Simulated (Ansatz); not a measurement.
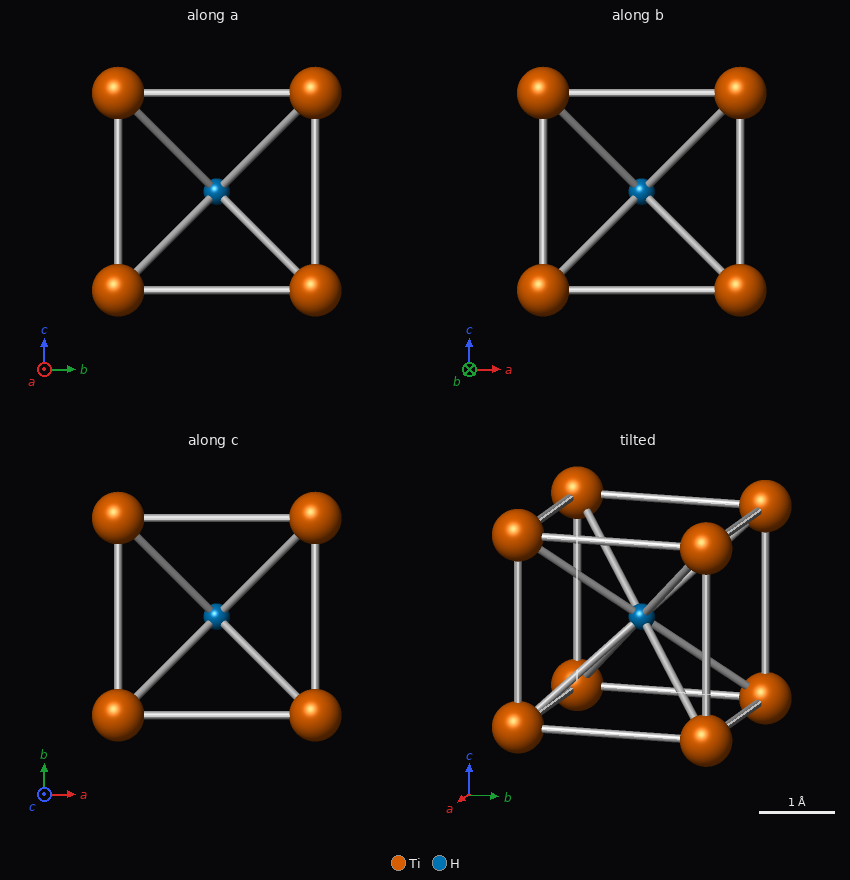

View along the a axis, along the b axis, along the c axis and slightly off an axis, drawn as a ball-and-stick model. The outline marks the conventional unit cell.

Lattice parameters: a = 2.6520 Å, b = 2.6520 Å, c = 2.6520 Å, α = 90.000°, β = 90.000°, γ = 90.000°.

> Set out the cell and atoms as a CIF with its space group and independent sites.

```cif
data_structure
_symmetry_space_group_name_H-M 'P m -3 m'
_symmetry_Int_Tables_number 221
_cell_length_a 2.6520
_cell_length_b 2.6520
_cell_length_c 2.6520
_cell_angle_alpha 90.000
_cell_angle_beta 90.000
_cell_angle_gamma 90.000
_cell_volume 18.65
loop_
_atom_site_label
_atom_site_type_symbol
_atom_site_symmetry_multiplicity
_atom_site_Wyckoff_symbol
_atom_site_fract_x
_atom_site_fract_y
_atom_site_fract_z
_atom_site_occupancy
Ti1 Ti 1 a 0.0000 0.0000 0.0000 1
H1 H 1 b 0.5000 0.5000 0.5000 1
```

The cell started as a structure type filled with these elements by a generator (whether the compound takes this form wasn't checked). Atoms and cell were optimised with DFT r2SCAN, scalar-relativistic, plane waves, PAW (Ansatz).
